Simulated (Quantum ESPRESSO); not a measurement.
**Projected density-of-states run of Re**

Re (2 atoms in the cell), set up with Kohn-Sham DFT of a periodic cell, PBEsol with D3M(BJ), PseudoDojo 0.4.1 SR LDA stringent (Quantum ESPRESSO 7.5).

The structure derives from an entry of the Crystallography Open Database.

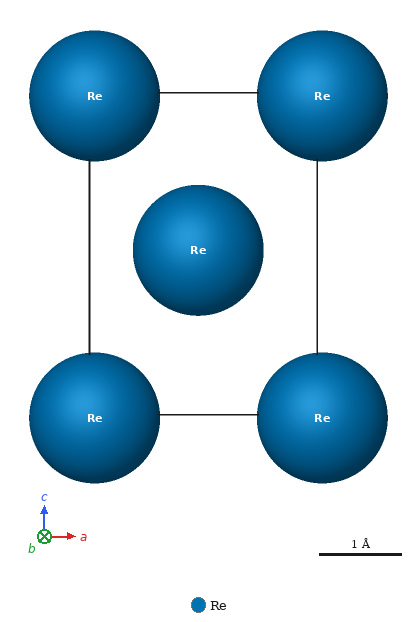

The structure (spheres-only view of the cell of the calculation, along the b axis). An atom can appear more than once, as a periodic image.

## What the run reported

- outcome: refused by the program
- space group (tolerance 0.01 Å): P-1 (2)
- hardware: 1 thread of AMD EPYC (Zen 3), 16 GiB of memory available, shared host

The program refused the input: “program stopped due to: functional name unknown”

## Input file
```
&CONTROL
  calculation = 'scf'
  prefix = 'pwscf'
  outdir = './tmp'
  pseudo_dir = './pseudo'
  tprnfor = .true.
  tstress = .true.
  disk_io = 'low'
/
&SYSTEM
  ibrav = 0
  nat = 2
  ntyp = 1
  ecutwfc = 72
  nbnd = 22
  input_dft = 'pbesol'
  occupations = 'smearing'
  smearing = 'fd'
  degauss = 0.01469973
  vdw_corr = 'grimme-d3'
  dftd3_version = 6
/
&ELECTRONS
  conv_thr = 4d-10
  electron_maxstep = 120
  mixing_beta = 0.5
/
ATOMIC_SPECIES
Re   186.2070 Re.upf
CELL_PARAMETERS angstrom
   0.0000000000   -1.9750000000   -1.9750000000
   0.0000000000    1.9750000000   -1.9750000000
   3.9500000000    0.0000000000    0.0000000000
ATOMIC_POSITIONS crystal
Re     0.4774604100    0.4286317500    0.5103053300
Re     0.0225395900    0.0713682500    0.9896946700
K_POINTS automatic
9 9 7 0 0 0
```

Run as:
```bash
OMP_NUM_THREADS=1 pw.x -in pw.in > pw.out
```

## What the program printed
```
This program is part of the open-source Quantum ESPRESSO suite
     for quantum simulation of materials; please cite
         "P. Giannozzi et al., J. Phys.:Condens. Matter 21 395502 (2009);
         "P. Giannozzi et al., J. Phys.:Condens. Matter 29 465901 (2017);
         "P. Giannozzi et al., J. Chem. Phys. 152 154105 (2020);
          URL
     in publications or presentations arising from this work. More details at

     IMPORTANT: XC functional enforced from input :
     Exchange-correlation= PBESOL
                           (   1   4  10   8   0   0   0)
     Any further DFT definition will be discarded
     Please, verify this is what you really want

 program stopped due to: functional name unknown
STOP must stop!
```
